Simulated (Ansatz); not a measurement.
## Sc: 5 runs along one coordinate

System: Sc (2 atoms in the cell).
Method: DFT PBE, scalar-relativistic, plane waves, PAW, no spin polarisation (Ansatz 0.2.0).

The 5 runs differ only in the geometry, by an even scaling of the cell at fixed fractional positions. The structure derives from a Materials Project entry.

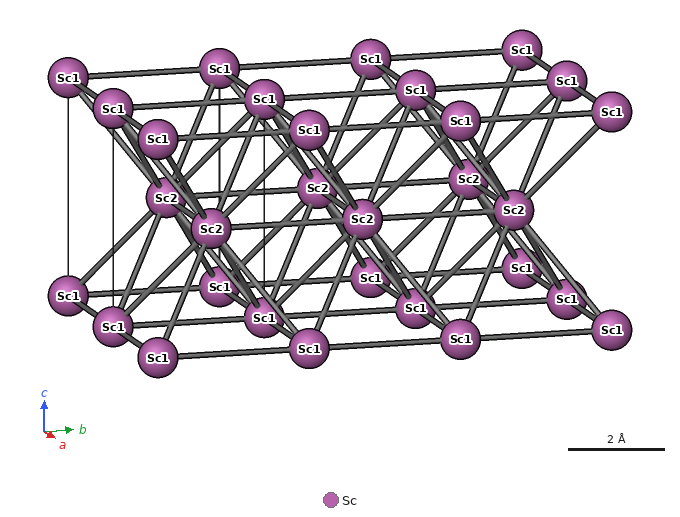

Figure 1. The structure of run 3 (ball-and-stick view of the cell of the calculation, repeated 2 × 3 × 1, seen slightly off an axis; atoms are numbered from 1 in the order of the input).

### Input of run 3
```yaml
crystal:
  lattice:
    - [3.300277627, 0.0, 0.0]
    - [0.0, 3.300277627, 0.0]
    - [0.0, 0.0, 4.6632807794]
  atoms:
    - { symbol: Sc, position: [0.0, 0.0, 0.0] }
    - { symbol: Sc, position: [0.5, 0.5, 0.5] }
basis:
  ecutwfc: 420
kpoints:
  mp_grid: { grid: [14, 14, 10] }
hamiltonian:
  xc: pbe
scf:
  occupations: { method: gaussian, width: 0.1 }
output:
  forces: true
  stress: true
  eigenvalues: true
```

Command:
```bash
ansatz run input.yaml --threads 1 --pin off --max-ram 1331MiB --backend cpu --events-out ev --progress --plain --runs-dir out
```

Run 4 differs from it as follows:
```diff
-    - [3.300277627, 0.0, 0.0]
-    - [0.0, 3.300277627, 0.0]
-    - [0.0, 0.0, 4.6632807794]
+    - [3.3329536431, 0.0, 0.0]
+    - [0.0, 3.3329536431, 0.0]
+    - [0.0, 0.0, 4.7094518763]
```

### Results, with one run withheld

```tsv
run	volume per atom (Å³)	free energy per atom, from the lowest run given (meV)	pressure (GPa)
1	22.496	34.09	5.41
2	24.649	0.00	0.00
3	25.396	3.47	−1.46
4	26.158	?	?
5	26.935	29.89	−3.94
```

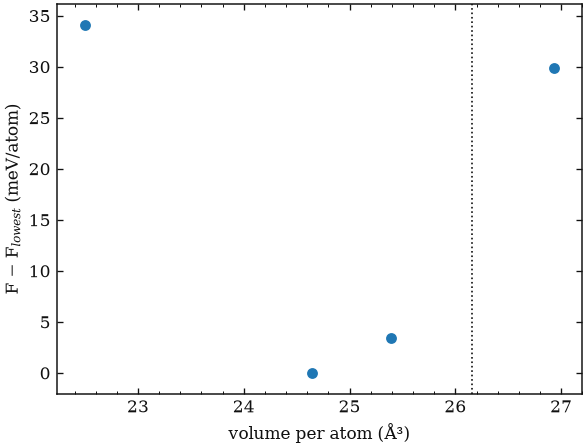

Figure 2. Free energy per atom of the runs given; the dotted line marks run 4.

What should run 4 give?

A quadratic polynomial in V^(−2/3) (the Birch–Murnaghan form), fitted to the 4 runs given, misses them by at most 0.12 meV per atom. With x = V^(−2/3) − 0.11765 Å⁻², it reads F = 0.052092 − 640.44 x + 6.3621e+05 x² (meV per atom). At run 4 it gives 13.77 meV per atom, and the run itself gives 13.57. The slope of the fit gives a pressure −dF/dV of −2.75 GPa there, and the run prints −2.77 GPa. The fit has its minimum at 24.622 Å³ per atom, where V d²F/dV² gives 51.4 GPa: the bulk modulus at this level, since symmetry fixes the shape and the positions.

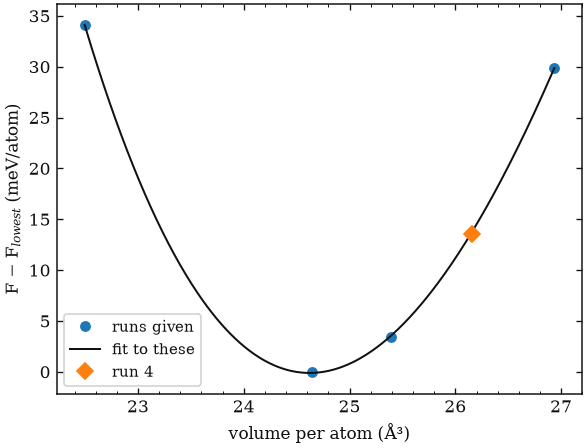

Figure 3. The fit and the withheld run.

### Output, shortened to warnings, some set-up lines, iterations and results (run 4)
```
Basis set: ecut = 420 eV, 1039 PW (Γ), exchange–correlation on 48×48×64 points (8 copies of the dense FFT grid, shifted against one another)
Symmetry: 32 space group operations
k-points: 216 of 1960
Initial density: superposition of atomic densities (neutral atoms: chi_scale 0, normalization atom), corrected by the library's trained network
[...]
SCF iter   1: F=—  HF=-4271.504917 eV  |F-HF|=—  |Δ(HF+E_count)|=         —  Δρ=8.67e-4  dr2=1.14e-4  ethr=1.77e-3  ⟨swp⟩=3.1  Hψ=13304  notcnv=0
SCF iter   2: F=—  HF=-4271.504420 eV  |F-HF|=—  |Δ(HF+E_count)|=   4.97e-4  Δρ=4.95e-4  dr2=3.87e-5  ethr=5.19e-7  ⟨swp⟩=2.1  Hψ=6333  notcnv=0
SCF iter   3: F=—  HF=-4271.504396 eV  |F-HF|=—  |Δ(HF+E_count)|=   2.44e-5  Δρ=5.80e-5  dr2=1.69e-6  ethr=1.76e-7  ⟨swp⟩=2.0  Hψ=3967  notcnv=0
SCF iter   4: F=—  HF=-4271.504396 eV  |F-HF|=—  |Δ(HF+E_count)|=   2.18e-7  Δρ=2.01e-5  dr2=2.20e-7  ethr=7.68e-9  ⟨swp⟩=2.2  Hψ=4309  notcnv=0
SCF iter   5: F=-4271.504396 eV  HF=-4271.504396 eV  |F-HF|=6.36e-10  |Δ(HF+E_count)|=   1.97e-8  Δρ=3.42e-6  dr2=3.43e-9  ethr=9.99e-10  ⟨swp⟩=2.0  Hψ=3805  notcnv=0
SCF iter   6: F=-4271.504396 eV  HF=-4271.504396 eV  |F-HF|=2.18e-11  |Δ(HF+E_count)|=   1.09e-9  Δρ=5.15e-7  dr2=1.34e-10  ethr=1.56e-11  ⟨swp⟩=1.1  Hψ=9826  notcnv=0
SCF 1 converged in 6 iterations: F = -4271.504396 eV  dr2 = 1.34e-10
SCF converged after 6 iterations
Free energy (F): -4271.504396 eV
Harris-Foulkes:  -4271.504396 eV  (|F-HF|=2.18e-11)
Internal energy: -4271.483006 eV  (E = F + TS)
E sigma→0 (E₀):  -4271.493701 eV
Entropy (-TS):   -0.021390 eV (-10.695 meV/atom)
Fermi energy:    8.646458 eV
--- Per-component energies (eV) ---
  E_band       = -353.870734
  E_kinetic    = 518.709421
  E_local      = -1735.535562  (includes V_loc(G=0)·N_el)
  E_nonlocal   = 166.171019
  E_hartree    = 592.505030
  E_xc         = -207.299767
  E_vxc        = -256.457486  (∫ρ·V_xc dr)
  E_paw        = -1910.743929  (= ΣΔE_a)
  E_vpaw       = -231.768275  (= ΣTr[D̂ρ^β])
  E_aug_tail   = 0.000022  (compensation charges beyond the density's cutoff)
  E_ewald      = -1695.289239
  E_smearing   = -0.021390  (= −TS)
  E_closure    = 0.000000  (closes the sum)
  Σ components = -4271.504396   (vs F -4271.504396, Δ=0.00e0)
--- Forces (eV/Å), atoms counted from 1 ---
  atom   1  Sc     0.00000000    -0.00000000     0.00000000
  atom   2  Sc     0.00000000    -0.00000000    -0.00000000
  max |Σ_I F_I| component: 3.36e-29 eV/Å
--- Stress (GPa, compression-positive) ---
       -2.784976      -0.000000       0.000000
       -0.000000      -2.784976       0.000000
        0.000000       0.000000      -2.728167
  P = ⅓ Tr σ = -2.7660 GPa (-27.660 kbar)
```
